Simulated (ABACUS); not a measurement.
## SrO: 7 runs along one coordinate

System: SrO (Fm-3m, 2 atoms in the cell).
Method: Kohn-Sham DFT of a periodic cell, PBEsol, PseudoDojo NC SR 0.4.1 PBEsol standard, no spin polarisation (ABACUS 3.10.1).

The 7 runs differ only in the geometry, by an even scaling of the cell at fixed fractional positions. The structure derives from an entry of the Crystallography Open Database.

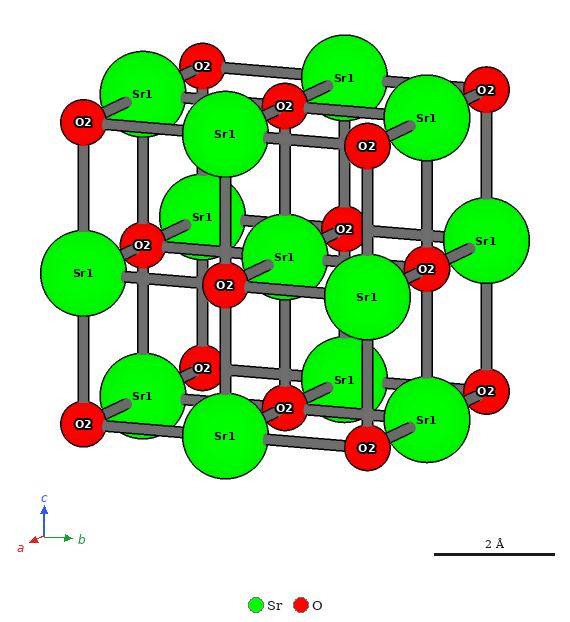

Figure 1. The structure of run 4 (ball-and-stick view of the cell 4 times as large as that of the calculation, set on its symmetry axes, seen slightly off an axis; atoms are numbered from 1 in the order of the input). An atom can appear more than once, as a periodic image.

**Input of run 4**
```
INPUT_PARAMETERS
suffix              SrO
calculation         scf
basis_type          pw
pseudo_dir          ./
symmetry            1
dft_functional      pbesol
ecutwfc             84
pseudo_rcut         7
nspin               1
nbands              12
ks_solver           dav
smearing_method     fd
smearing_sigma      0.00367493
scf_thr             1e-08
scf_nmax            100
mixing_type         broyden
mixing_beta         0.7
cal_force           1
cal_stress          1
kpar                4
```

**File STRU of run 4**
```
ATOMIC_SPECIES
Sr 87.6200 Sr.upf
O 15.9990 O.upf

LATTICE_CONSTANT
1.8897261246

LATTICE_VECTORS
0.0000000000 2.5663000000 2.5663000000
2.5663000000 0.0000000000 2.5663000000
2.5663000000 2.5663000000 0.0000000000

ATOMIC_POSITIONS
Direct

Sr
0.0
1
0.5000000000 0.5000000000 0.5000000000 1 1 1

O
0.0
1
0.0000000000 0.0000000000 0.0000000000 1 1 1
```

**File KPT of run 4**
```
K_POINTS
0
Gamma
9 9 9 0 0 0
```

Command:
```bash
OMP_NUM_THREADS=1 mpirun -np 4 abacus > log
```

Run 3 differs from it as follows:
```diff
-0.0000000000 2.5663000000 2.5663000000
-2.5663000000 0.0000000000 2.5663000000
-2.5663000000 2.5663000000 0.0000000000
+0.0000000000 2.5490759911 2.5490759911
+2.5490759911 0.0000000000 2.5490759911
+2.5490759911 2.5490759911 0.0000000000
```

**Results, with one run withheld**

| run | volume per atom (Å³) | free energy per atom, from the lowest run given (meV) | pressure (GPa) | gap on the mesh (eV) |
| --- | --- | --- | --- | --- |
| 1 | 15.887 | 14.70 | 5.71 | 3.22 |
| 2 | 16.225 | 5.17 | 3.31 | 3.24 |
| 3 | 16.563 | ? | ? | ? |
| 4 | 16.901 | 0.00 | −0.75 | 3.27 |
| 5 | 17.239 | 3.39 | −2.47 | 3.28 |
| 6 | 17.577 | 10.21 | −4.00 | 3.29 |
| 7 | 17.915 | 20.09 | −5.38 | 3.29 |

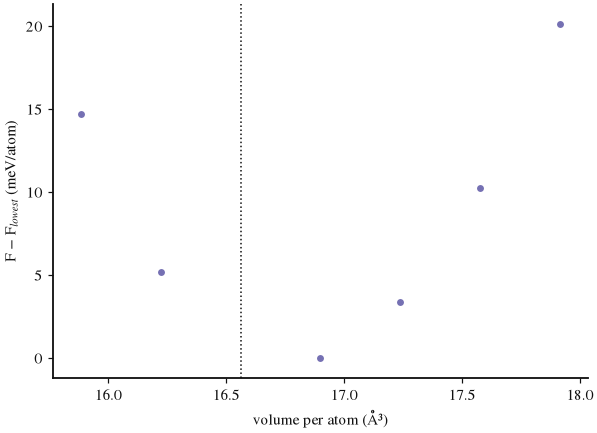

Figure 2. Free energy per atom of the runs given; the dotted line marks run 3.

What should run 3 give?

A cubic polynomial in V^(−2/3) (the Birch–Murnaghan form), fitted to the 6 runs given, misses them by under 0.01 meV per atom. With x = V^(−2/3) − 0.15166 Å⁻², it reads F = 0.15416 − 936.3 x + 4.729e+05 x² + 8.8944e+05 x³ (meV per atom). At run 3 it gives 0.44 meV per atom, and the run itself gives 0.45. The slope of the fit gives a pressure −dF/dV of 1.19 GPa there, and the run prints 1.16 GPa. The fit has its minimum at 16.767 Å³ per atom, where V d²F/dV² gives 94.1 GPa: the bulk modulus at this level, since symmetry fixes the shape and the positions. The gap on the mesh goes, without turning, from 3.22 eV in run 1 to 3.29 eV in run 7; run 3 has 3.25 eV. These are gaps of this functional on this mesh, which can miss the band edges; they aren't the measured gap.

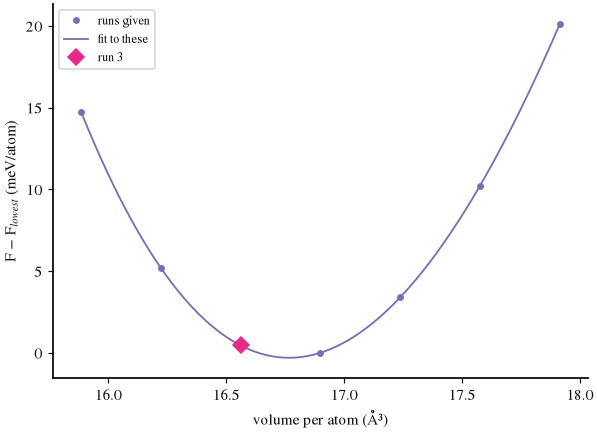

Figure 3. The fit and the withheld run.

**Some lines of the output (run 3)**
```
[...]
                             Volume (A^3) = 33.1267
 E_Fermi        0.6225588344         8.4703474877
 E_Fermi        0.8046198834         10.9474151379
 E_Fermi        0.6995241948         9.5175149382
 E_Fermi        0.7505191354         10.2113367001
 E_Fermi        0.7520503662         10.2321701634
 E_Fermi        0.7268454219         9.8892393025
 E_Fermi        0.7268824985         9.8897437560
 E_KS(sigma->0) -101.6195595431      -1382.6050380365
 E_Fermi        0.7269398726         9.8905243702
 final etot is -1382.605038 eV
 EFERMI = 9.8905243702 eV
 TOTAL-PRESSURE: 11.645751 KBAR
 !FINAL_ETOT_IS -1382.6050380365174988 eV
```
